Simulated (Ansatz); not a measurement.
# Run report: WSe2, geometry relaxation (part 2 of 2)

The same run, continued: WSe2 (6 atoms in the cell); DFT, PBEsol, plane waves, PAW, no spin polarisation (Ansatz 0.2.0); cutoff 420 eV, 4×4×4 k-mesh, Fermi–Dirac smearing of 0.05 eV. The structure was built on a prototype by a generator.

Geometry of the input (Å; fractional positions):
```
-2.6699  5.6878  2.8554
2.6521  -5.7114  2.8861
2.6772  5.7148  -2.9024
W  0.7492  0.7562  0.0087
W  0.2560  0.2509  0.0001
Se 0.8863  0.7716  0.6414
Se 0.1262  0.2535  0.3733
Se 0.6119  0.2601  0.8926
Se 0.3716  0.7593  0.1277
```

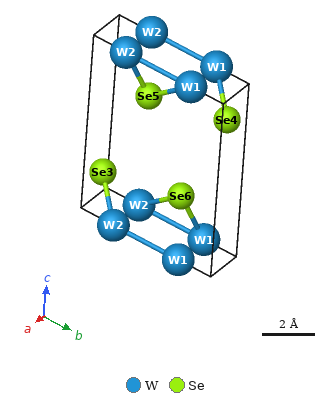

Figure 1. The geometry at step 3 of the log (ball-and-stick view of the reduced cell, seen slightly off an axis; atoms are numbered from 1 in the order of the input).

Output, continued:
```
SCF iter   1: F=—  HF=-42210.167081 eV  |F-HF|=—  |Δ(HF+E_count)|=         —  Δρ=4.40e-4  dr2=2.30e-4  ethr=3.49e-7  ⟨swp⟩=2.9  Hψ=8478  notcnv=0
preconditioner: auto → LDOS  [metal: Δε(μ)=0.049 eV  Ē_g=8.159 eV  σ=0.050 eV  W_gap=0.24  n_scr=40 (ndim 8)  ℏωp=16.8 eV  f_vac=0.142  D(μ)=5.10/eV (n_scr^D=34)  β→1.0]
SCF iter   2: F=—  HF=-42210.167050 eV  |F-HF|=—  |Δ(HF+E_count)|=   3.07e-5  Δρ=1.64e-4  dr2=5.87e-5  ethr=2.50e-7  ⟨swp⟩=2.0  Hψ=3211  notcnv=0
SCF iter   3: F=—  HF=-42210.167039 eV  |F-HF|=—  |Δ(HF+E_count)|=   1.09e-5  Δρ=5.90e-5  dr2=1.36e-5  ethr=6.38e-8  ⟨swp⟩=2.0  Hψ=3318  notcnv=0
SCF iter   4: F=—  HF=-42210.167033 eV  |F-HF|=—  |Δ(HF+E_count)|=   5.76e-6  Δρ=1.84e-5  dr2=1.09e-6  ethr=1.48e-8  ⟨swp⟩=2.0  Hψ=2508  notcnv=0
SCF iter   5: F=—  HF=-42210.167051 eV  |F-HF|=—  |Δ(HF+E_count)|=   1.75e-5  Δρ=6.84e-6  dr2=1.30e-7  ethr=1.18e-9  ⟨swp⟩=2.0  Hψ=2515  notcnv=0
SCF iter   6: F=—  HF=-42210.167051 eV  |F-HF|=—  |Δ(HF+E_count)|=   9.15e-9  Δρ=3.45e-6  dr2=4.86e-8  ethr=1.41e-10  ⟨swp⟩=2.9  Hψ=3691  notcnv=0
SCF iter   7: F=—  HF=-42210.167051 eV  |F-HF|=—  |Δ(HF+E_count)|=   3.28e-9  Δρ=1.70e-6  dr2=1.23e-8  ethr=5.29e-11  ⟨swp⟩=2.1  Hψ=2274  notcnv=0
SCF iter   8: F=-42210.167051 eV  HF=-42210.167051 eV  |F-HF|=2.31e-9  |Δ(HF+E_count)|=   1.24e-9  Δρ=8.62e-7  dr2=2.80e-9  ethr=7.81e-12  ⟨swp⟩=4.0  Hψ=6203  notcnv=0
SCF 6 converged in 8 iterations: F = -42210.167051 eV  dr2 = 2.80e-9
relax step   6: F+E_penalty+E_count = -42210.16705064 eV  Δ(F+E_penalty+E_count) = -1.653e-4 eV  max|allowed force component| = 8.617e-3 eV/Å  Δτ_max = 0.0097 Å  P = -0.033 GPa  Ω = 176.631 Å³  energy of the carried Pulay correction = -2.566e-4 eV  (8 SCF iters, dr2 threshold 7.19e-9 eV, accepted)
Initial wavefunctions: pseudopotential atomic-orbital guess (no wavefunctions were taken with the density)
iter 1 solved again at ethr=4.58e-7 eV; its pass at ethr=3.10e-3 eV (dr2=4.22e-4 eV) is discarded
SCF iter   1: F=—  HF=-42210.163093 eV  |F-HF|=—  |Δ(HF+E_count)|=         —  Δρ=4.13e-4  dr2=8.29e-6  ethr=4.58e-7  ⟨swp⟩=3.0  Hψ=11861  notcnv=0
preconditioner: auto → LDOS  [metal: Δε(μ)=0.050 eV  Ē_g=8.159 eV  σ=0.050 eV  W_gap=0.24  n_scr=40 (ndim 8)  ℏωp=16.8 eV  f_vac=0.143  D(μ)=5.10/eV (n_scr^D=34)  β→1.0]
SCF iter   2: F=—  HF=-42210.167310 eV  |F-HF|=—  |Δ(HF+E_count)|=   4.22e-3  Δρ=2.19e-5  dr2=3.33e-6  ethr=9.01e-9  ⟨swp⟩=2.1  Hψ=2883  notcnv=0
SCF iter   3: F=—  HF=-42210.167309 eV  |F-HF|=—  |Δ(HF+E_count)|=   1.69e-6  Δρ=1.51e-5  dr2=5.82e-7  ethr=3.62e-9  ⟨swp⟩=2.0  Hψ=2629  notcnv=0
SCF iter   4: F=—  HF=-42210.167310 eV  |F-HF|=—  |Δ(HF+E_count)|=   1.53e-6  Δρ=6.75e-6  dr2=2.52e-7  ethr=6.32e-10  ⟨swp⟩=2.0  Hψ=2661  notcnv=0
SCF iter   5: F=—  HF=-42210.167310 eV  |F-HF|=—  |Δ(HF+E_count)|=   7.25e-8  Δρ=2.70e-6  dr2=5.19e-8  ethr=2.74e-10  ⟨swp⟩=1.3  Hψ=2032  notcnv=0
SCF iter   6: F=—  HF=-42210.167310 eV  |F-HF|=—  |Δ(HF+E_count)|=   8.21e-9  Δρ=8.96e-7  dr2=5.35e-9  ethr=5.64e-11  ⟨swp⟩=2.0  Hψ=2550  notcnv=0
SCF iter   7: F=—  HF=-42210.167310 eV  |F-HF|=—  |Δ(HF+E_count)|=  1.82e-10  Δρ=2.22e-7  dr2=2.05e-10  ethr=5.82e-12  ⟨swp⟩=2.0  Hψ=2494  notcnv=0
SCF iter   8: F=-42210.167310 eV  HF=-42210.167310 eV  |F-HF|=1.46e-11  |Δ(HF+E_count)|=  5.09e-11  Δρ=8.08e-8  dr2=2.22e-11  ethr=1.00e-12  ⟨swp⟩=4.2  Hψ=6281  notcnv=0
SCF 7 converged in 8 iterations: F = -42210.167310 eV  dr2 = 2.22e-11
  greatest PAW one-centre occupation: 1.000 electrons in one spin orbital (limit 2), on the Se atom at site 2 (counted from 0), in its partial waves of l = 2
relax step   7: F+E_penalty+E_count = -42210.16731012 eV  Δ(F+E_penalty+E_count) = -2.595e-4 eV  max|allowed force component| = 8.654e-3 eV/Å  Δτ_max = 0.0000 Å  P = -0.034 GPa  Ω = 176.631 Å³  stress off target by 4.37e-2 GPa  SCF on the basis re-selected at this cell (its energy is not comparable with the rows above)  (8 SCF iters)
```

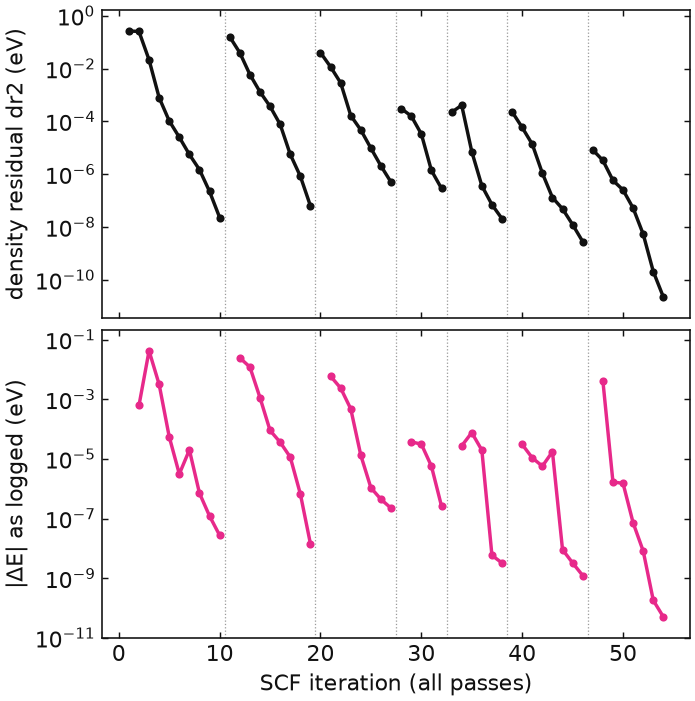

Figure 2. Convergence of the self-consistent field: density residual dr2 and size of the energy change against the SCF iteration. The dotted lines part the SCF passes of the relaxation: geometry steps, rejected trials and re-solves on a re-selected basis. The 7 passes take 5 to 10 iterations each, 54 in all.

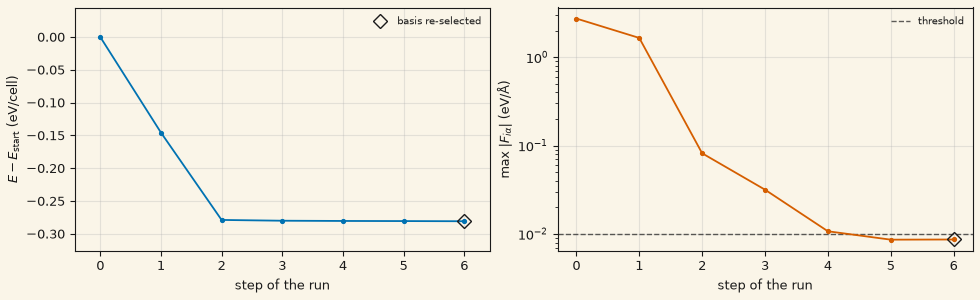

Figure 3. Progress of the relaxation, step by step (the first geometry is step 0 here and step 1 in the log).

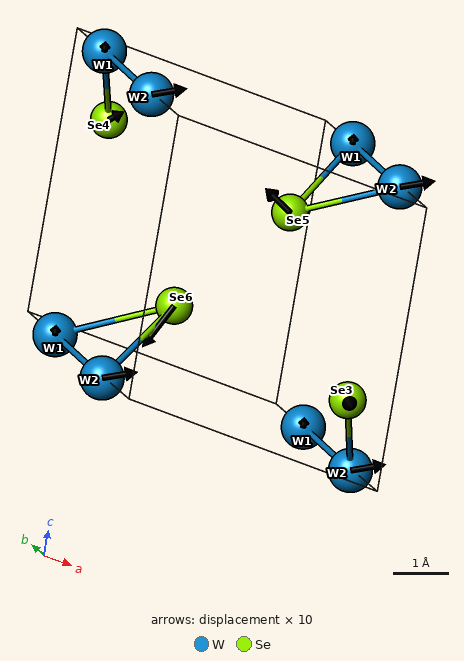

Figure 4. The starting structure with the displacements (without the part carried along by the change of the cell) as black arrows, magnified 10 times (ball-and-stick view of the reduced cell, seen slightly off an axis). The largest move relative to the cell is that of Se6, 0.098 Å. By element the largest moves are Se 0.098 Å, W 0.068 Å. The volume changes by +1.3 %, with a 5.329 → 5.346 Å (+0.3 %), b 5.742 → 5.781 Å (+0.7 %), c 6.894 → 6.936 Å (+0.6 %), α 114.0° → 114.6°, γ 90.4° → 90.0°. Among the contacts that change: W2–Se5 2.270 → 2.392 Å, W2–Se6 2.499 → 2.392 Å, W1–Se6 2.448 → 2.393 Å, W1–W2 2.842 → 2.891 Å. Among the angles that change: W1–Se6–W2 70.1° → 74.3°, Se3–W2–Se6 105.5° → 109.3°, W1–W2–Se6 123.9° → 127.2°. The space group (tolerance 0.01 Å) goes from P1 (No. 1) to C2/m (No. 12). The energy falls by 0.281 eV per cell of the calculation in 5 geometry steps. The largest force component goes from 2.7 to 0.0087 eV/Å. Pressure: 0.26 GPa at the start and −0.03 GPa at the end. A last SCF at the same geometry on a re-selected plane-wave basis shifts the energy by −0.3 meV per cell of the calculation. (Atoms are counted from 1 in the order of the input.)

```
basis re-selected at this cell: Δ(F+E_penalty+E_count) = -2.595e-4 eV, ΔP = -0.000 GPa vs the last step (what re-selecting the basis moved, of the pressure what is left beyond the Pulay correction that the steps carried, after the strain that the cell walked since its last selection, with what the two solves' SCF thresholds leave and, on support functions, any second-order correction that the steps lacked; it is no measure of the basis error at this ecutwfc). This SCF's stress stands 4.37e-2 GPa from its target on what of the cell is left free (relax.cell.stress_tol is 5.00e-2 GPa) and its largest allowed force component is 8.65e-3 eV/Å (relax.f_tol is 1.00e-2 eV/Å): within both
SCF converged after 8 iterations
Free energy (F): -42210.167310 eV
Harris-Foulkes:  -42210.167310 eV  (|F-HF|=1.46e-11)
Internal energy: -42210.126829 eV  (E = F + TS)
E sigma→0 (E₀):  -42210.147070 eV
Entropy (-TS):   -0.040481 eV (-6.747 meV/atom)
Fermi energy:    7.145712 eV
--- Per-component energies (eV) ---
  E_band       = -2187.692053
  E_kinetic    = 1371.675576
  E_local      = -14248.419999  (includes V_loc(G=0)·N_el)
  E_nonlocal   = -2359.873208
  E_hartree    = 6648.552451
  E_xc         = -938.731100
  E_vxc        = -862.818009  (∫ρ·V_xc dr)
  E_paw        = -24345.134046  (= ΣΔE_a)
  E_vpaw       = 614.641005  (= ΣTr[D̂ρ^β])
  E_aug_tail   = -0.002470  (compensation charges beyond the density's cutoff)
  E_ewald      = -8342.671418
  E_core_change = 4.477386  (= ΣΔE_core)
  E_smearing   = -0.040481  (= −TS)
  E_closure    = 0.000000  (closes the sum)
  Σ components = -42210.167310   (vs F -42210.167310, Δ=0.00e0)
--- Forces (eV/Å), atoms counted from 1 ---
  atom   1  W     -0.00137648     0.00188547    -0.00449895
  atom   2  W     -0.00241768     0.00161071    -0.00198682
  atom   3  Se     0.00494187     0.00414421    -0.00221221
  atom   4  Se    -0.00332893    -0.00616132    -0.00286525
  atom   5  Se     0.00663360    -0.00865437     0.00574565
  atom   6  Se    -0.00445300     0.00717485     0.00581758
  max |Σ_I F_I| component: 6.25e-7 eV/Å
--- Stress (GPa, compression-positive) ---
       -0.017992       0.008006      -0.000281
        0.008006      -0.040710      -0.000834
       -0.000281      -0.000834      -0.042670
  P = ⅓ Tr σ = -0.0338 GPa (-0.338 kbar)
--- Relaxed structure (6 steps of the walk, 6 accepted, 1 SCFs on fresh bases) ---
  F+E_penalty+E_count = -42210.16731012 eV   max|allowed force component| = 8.654e-3 eV/Å   (the final SCF, on the basis selected at the relaxed cell)
  cell:  # Å, volume = 176.6309 Å³
    - [-2.67682996979232, 5.715845144306211, 2.889687806082617]
    - [2.676470549639492, -5.716716798632452, 2.8915330798260532]
    - [2.6698979935669467, 5.713425005526296, -2.8917141211972175]
  atoms:
    - { symbol: W, position: [0.7501930265996414, 0.7586543530222101, 0.007344328070392866] }
    - { symbol: W, position: [0.25020772312636047, 0.258684773375357, 0.007352028367485859] }
    - { symbol: Se, position: [0.8790579113871897, 0.7629643231341862, 0.6406560134697225] }
    - { symbol: Se, position: [0.12151545852509907, 0.2541668588391171, 0.3738994437969333] }
    - { symbol: Se, position: [0.6214157755932571, 0.26399726364402554, 0.8839887240972312] }
    - { symbol: Se, position: [0.37876665716845165, 0.7530808424851031, 0.13062137649823413] }
```

Trajectory as extended XYZ (Å, eV, eV/Å), 7 frames, from step=1 to step=7:
```
6
Lattice="-2.6699 5.6878 2.8554 2.6521 -5.7114 2.8861 2.6772 5.7148 -2.9024" Properties=species:S:1:pos:R:3:forces:R:3 step=1 energy=-42209.88651 pressure_GPa=0.26
W     0.0285   -0.0077    4.2962    0.0078  -0.9232   0.1943
W    -0.0176    0.0237    1.4545    2.7442  -1.6928  -0.6277
Se    1.3970    4.2999    2.8961   -0.1606  -0.0100  -0.8138
Se    1.3347    1.4031    0.0088   -0.1559  -0.0620   0.1269
Se    1.4458    7.0958   -0.0929   -1.2852   1.3732   1.3496
Se    1.3636   -1.4934    2.8817   -1.1503   1.3149  -0.2291
6
Lattice="-2.6685 5.7143 2.9095 2.6524 -5.7193 2.9051 2.6714 5.7206 -2.9200" Properties=species:S:1:pos:R:3:forces:R:3 step=2 energy=-42210.03215 pressure_GPa=1.27
W    -0.0018   -0.0230    4.3928    0.0126   0.8157  -0.1943
W     0.1037   -0.0365    1.4449   -1.6559   1.1085  -0.3435
Se    1.3895    4.3140    2.8976   -0.0493  -0.1580   0.4201
Se    1.3461    1.3848   -0.0122    0.1044  -0.0134  -0.1222
Se    1.4356    7.1028   -0.0270    0.2430  -0.3040  -0.2868
Se    1.2722   -1.3533    2.9326    1.3452  -1.4488   0.5267
6
Lattice="-2.6916 5.7568 2.8807 2.6904 -5.7589 2.8840 2.6695 5.7485 -2.8848" Properties=species:S:1:pos:R:3:forces:R:3 step=3 energy=-42210.16533 pressure_GPa=-0.05
W     0.0387   -0.0065    4.3296   -0.0056  -0.0258  -0.0466
W     0.0398   -0.0039    1.4491    0.0187  -0.0133  -0.0819
Se    1.4005    4.3494    2.8850    0.0157   0.0429   0.0115
Se    1.3606    1.3748    0.0022   -0.0200  -0.0116   0.0348
Se    1.4107    7.1462    0.0002    0.0093  -0.0264   0.0427
Se    1.3379   -1.4073    2.8839   -0.0181   0.0343   0.0396
6
Lattice="-2.6833 5.7413 2.8925 2.6819 -5.7430 2.8950 2.6650 5.7345 -2.8961" Properties=species:S:1:pos:R:3:forces:R:3 step=4 energy=-42210.16653 pressure_GPa=-0.08
W     0.0389   -0.0071    4.3462    0.0017  -0.0030  -0.0317
W     0.0416   -0.0055    1.4520   -0.0009  -0.0001  -0.0219
Se    1.3955    4.3426    2.8961   -0.0036   0.0084   0.0095
Se    1.3566    1.3727    0.0027   -0.0025   0.0019   0.0158
Se    1.4083    7.1244    0.0008   -0.0031  -0.0083   0.0140
Se    1.3371   -1.4014    2.8978    0.0083   0.0012   0.0142
6
Lattice="-2.6791 5.7320 2.8901 2.6781 -5.7333 2.8922 2.6625 5.7255 -2.8930" Properties=species:S:1:pos:R:3:forces:R:3 step=5 energy=-42210.16688 pressure_GPa=-0.01
W     0.0400   -0.0072    4.3414    0.0020   0.0035  -0.0105
W     0.0420   -0.0061    1.4501   -0.0048   0.0032  -0.0057
Se    1.3911    4.3357    2.8937   -0.0052  -0.0011   0.0047
Se    1.3566    1.3736    0.0035    0.0004   0.0034   0.0054
Se    1.4039    7.1135    0.0020   -0.0032  -0.0043   0.0026
Se    1.3403   -1.4004    2.8957    0.0107  -0.0046   0.0035
6
Lattice="-2.6768 5.7158 2.8897 2.6765 -5.7167 2.8915 2.6699 5.7134 -2.8917" Properties=species:S:1:pos:R:3:forces:R:3 step=6 energy=-42210.16705 pressure_GPa=-0.03
W     0.0420   -0.0071    4.3403   -0.0013   0.0019  -0.0045
W     0.0422   -0.0067    1.4498   -0.0024   0.0016  -0.0020
Se    1.3994    4.3232    2.8937    0.0049   0.0041  -0.0022
Se    1.3533    1.3778    0.0049   -0.0033  -0.0061  -0.0029
Se    1.4033    7.0933    0.0028    0.0066  -0.0086   0.0057
Se    1.3505   -1.3939    2.8944   -0.0044   0.0071   0.0058
6
Lattice="-2.6768 5.7158 2.8897 2.6765 -5.7167 2.8915 2.6699 5.7134 -2.8917" Properties=species:S:1:pos:R:3:forces:R:3 step=7 energy=-42210.16731 pressure_GPa=-0.03
W     0.0420   -0.0071    4.3403   -0.0014   0.0019  -0.0045
W     0.0422   -0.0067    1.4498   -0.0024   0.0016  -0.0020
Se    1.3994    4.3232    2.8937    0.0049   0.0041  -0.0022
Se    1.3533    1.3778    0.0049   -0.0033  -0.0062  -0.0029
Se    1.4033    7.0933    0.0028    0.0066  -0.0087   0.0057
Se    1.3505   -1.3939    2.8944   -0.0045   0.0072   0.0058
```

Key numbers:

| quantity | value |
| --- | --- |
| outcome | converged |
| space group (tolerance 0.01 Å) | P1 (1) → C2/m (12) |
| electrons treated | 92 |
| free energy | −42210.1673 eV |
| Fermi energy | 7.146 eV |
| pressure | −0.03 GPa |
| final volume | 176.63 Å³ |
| largest force (length of the vector) at the end | 0.012 eV/Å |
| final cell | a = 6.942 Å, b = 6.943 Å, c = 6.938 Å, α = 134.69°, β = 69.13°, γ = 130.79° |
| wall time | 99 s (CPU time 3.2 min) |
| peak memory | 0.65 GiB |

Remarks:

Spin–orbit coupling is left out, which matters for W.
